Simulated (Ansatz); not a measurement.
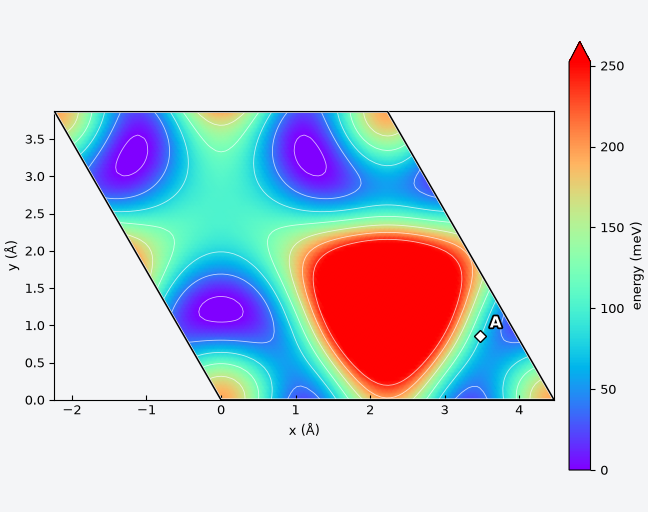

Si on a W(111) slab cut from the Im-3m phase, its upper half relaxed before the scan (6 atoms of substrate and one adsorbate in a 1 × 1 cell). Si is moved over the surface cell at a fixed height above a rigid substrate; the origin of the map has the adsorbate above W6; the height is held at 2.50 Å. Places are given modulo a cell vector. The map is drawn in real space over the plane of the surface. The scan uses a 9 × 9 grid; 19 points were computed and 62 follow by symmetry. All energies are given in meV relative to the lowest grid point. The runs have no spin polarisation, so an open-shell adsorbate far from the surface lies too high. With one adsorbate in each 1 × 1 cell, its nearest image is 4.5 Å away, so neighbouring adsorbates interact. At a fixed height the lowest place need not be the adsorption site. These are results of DFT PBE+D3(BJ), scalar-relativistic, plane waves, PAW (Ansatz), not measurements. Settings: cutoff 420 eV, k-mesh 6×6×1, gaussian smearing 0.1 eV, no spin polarisation.

The picture shows a smooth colour map with a few white contour lines, the outline of one cell of the plane, one colour for all values above the top of the scale, the point A. Between grid points the surface is interpolated.

> Which way does the force act at A, and how strong is it?

A, at (8/9, 2/9) of the cell vectors, is not a stationary point. The computed force is 0.24 eV/Å in the plane, pointing right in the picture (components 0.22 and −0.09 eV/Å).

PAW datasets: the set soft_1.
